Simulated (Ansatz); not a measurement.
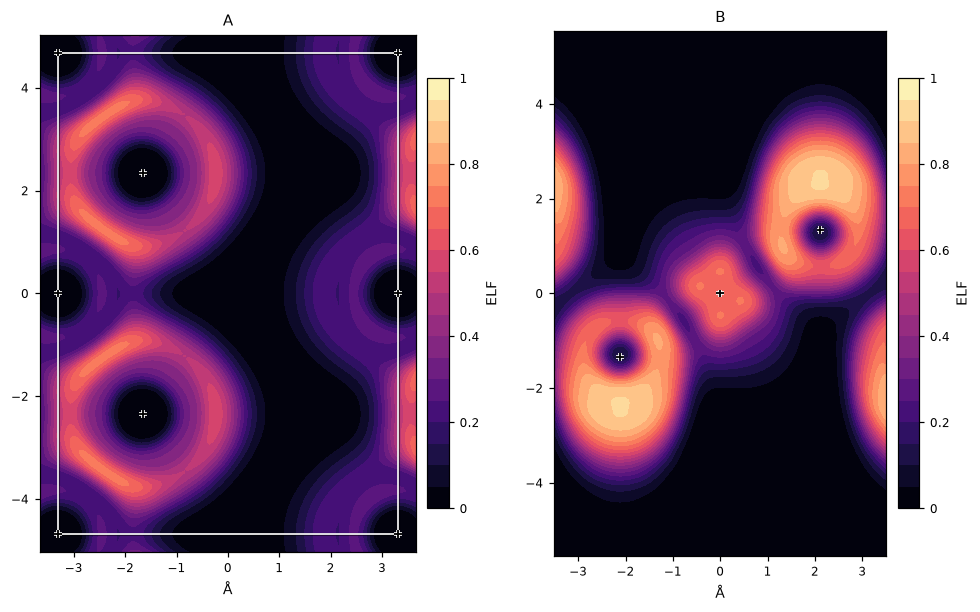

The electron localisation function of 2 systems, each on a plane through atoms (crosses mark nuclei in the plane).

Method: Ansatz, DFT, HSE06, plane waves, PAW.

System 1: InSb, the (110) plane of the conventional cell. Space group F-43m; started from the zincblende prototype, which need not be the ambient phase; changed on purpose from its base cell (hydrostatic strain +1.0%).

System 2: PtSe₂ (slab), the (110) plane of the calculation cell, a cut from vacuum to vacuum. Started from the 1T monolayer prototype, which need not be the ambient phase; changed on purpose from its base cell (uniaxial x strain -2.0%).

```
Pt Se
1.0
     3.62873    0.00000    0.00000
    -1.81437    3.20671    0.00000
     0.00000    0.00000   30.06206
Pt Se
1 2
Direct
  0.00000 0.00000 0.29938
  0.33110 0.66220 0.34391
  0.66890 0.33780 0.25486
```

Q: Match each panel to its system.

A: Panel A is system 1, InSb: the plane holds In and Sb. In–Sb (2.87 Å): the ELF peaks at about 0.70 between the atoms. Panel B is system 2, PtSe₂: the plane holds Pt and Se. Pt–Se (2.50 Å): the ELF is about 0.55 at the midpoint.
